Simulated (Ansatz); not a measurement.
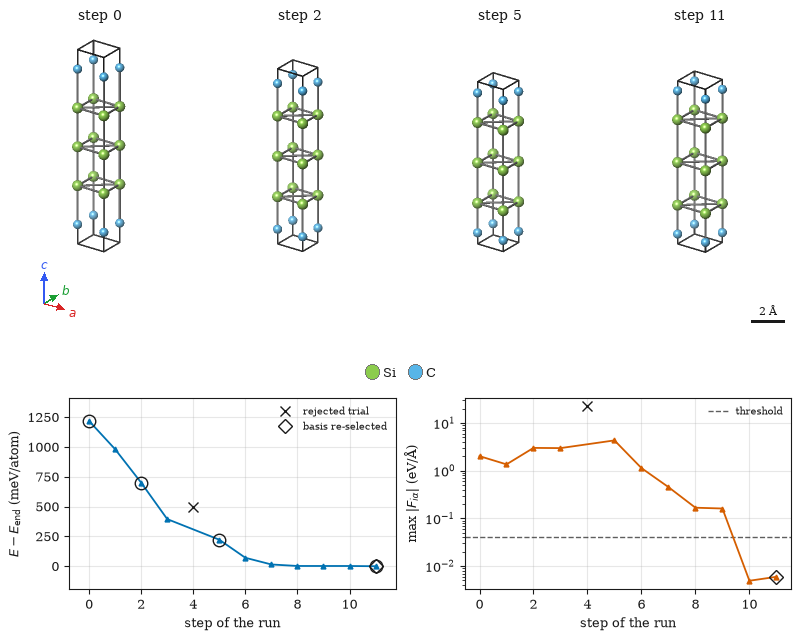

Frames of a relaxation of a crystal of Si$_{3}$C$_{2}$ (a generated structure, set up in P6/mmm) (coarse preliminary run), marked on the history of the run. A ball-and-stick model of the cell of the calculation, seen from a free direction.

Method: DFT PBE, scalar-relativistic, plane waves, PAW in Ansatz 0.2.0.

The input:
```yaml
crystal:
  lattice:
    - [2.59694151, 0.0, 0.0]
    - [-1.29847076, 2.24901732, 0.0]
    - [0.0, 0.0, 12.19339522]
  atoms:
    - { symbol: Si, position: [0.0, 0.0, 0.7] }
    - { symbol: Si, position: [0.0, 0.0, 0.3] }
    - { symbol: Si, position: [0.0, 0.0, 0.5] }
    - { symbol: C, position: [0.0, 0.0, 0.9] }
    - { symbol: C, position: [0.0, 0.0, 0.1] }
basis:
  ecutwfc: 420
kpoints:
  mp_grid: { grid: [6, 6, 2] }
hamiltonian:
  xc: pbe
scf:
  occupations: { method: gaussian, width: 0.1 }
  lower_state_search: "off"
output:
  forces: true
  stress: true
  eigenvalues: true
relax:
  adjacent_minimum: "off"
  f_tol: 0.04
  max_steps: 70
  cell: { stress_tol: 0.4 }
```

Run as
```bash
ansatz run input.yaml --threads 1 --pin off --max-ram 2560MiB --backend cpu --events-out ev --progress --plain --runs-dir out
```

### Describe the path.

Over 9 accepted moves (11 points after the start) the energy falls by 1218 meV per atom. The largest force component goes from 2 to 0.006 eV/Å. Pressure: −11.81 GPa at the start and 0.15 GPa at the end. The line search rejected the trial step at point 4 of the run. At 1 point the geometry stayed and the basis and grid were re-selected for the new cell (energy shift of 2.0 meV per atom at most each time). The largest moves relative to the cell, 0.64 Å, are those of Si1 and Si2. Si1 goes along +c. By element the largest moves are Si 0.64 Å, C 0.40 Å. The drawn cell changes as follows: a = b 2.597 → 2.758 Å (+6.2 %), c 12.193 → 10.227 Å (−16.1 %); the volume changes by −5.4 %. Near-neighbour distances that change, for instance: C4–C5 2.439 → 1.236 Å, Si1–C4 2.439 → 1.815 Å, Si1–Si3 2.439 → 2.680 Å, Si1–Si1 2.597 → 2.758 Å. New bonds form: C4–C5 (2.44 → 1.24 Å). The space group stays P6/mmm (No. 191). The run took 19 s on 1 thread of Intel(R) Xeon(R) Processor @ 2.70GHz, with other jobs on the host, peak memory 0.35 GiB. From step 0 to 2: Si atoms move most (0.33 Å), volume −17.8 %, energy −517 meV per atom. From step 2 to 5: Si atoms move most (0.19 Å), volume −3.8 %, energy −478 meV per atom. From step 5 to 11: Si atoms move most (0.14 Å), volume +19.5 %, energy −222 meV per atom.

Limits of the set-up: the k-point mesh is coarse for a cell with partly filled bands.
